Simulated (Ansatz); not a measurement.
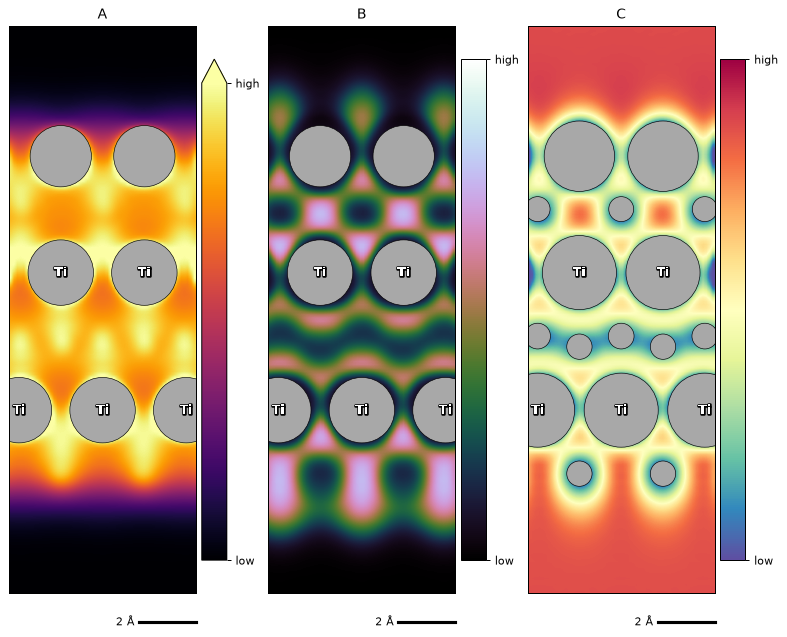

Ti (slab): 3 fields on the (010) plane of the calculation cell, a cut from vacuum to vacuum, with unlabelled colour scales. Grey discs cover the atomic cores.

Not relaxed (largest force 0.5 eV/Å); computed without spin polarisation.

All numbers below come from DFT r2SCAN, scalar-relativistic, plane waves, PAW in Ansatz 0.2.0.

Q: Which field does each panel show? The fields are: electron localisation function, electrostatic potential energy of an electron and valence pseudo-density.

A: Panel A: valence pseudo-density. Panel B: electron localisation function. Panel C: electrostatic potential energy of an electron (low next to the atoms, rising into the space between them). From the grid: Ti–Ti (2.94 Å): ρ is about 0.19 e/Å³ halfway; the ELF is about 0.25 at the midpoint (no shared electron pair shows on this line).
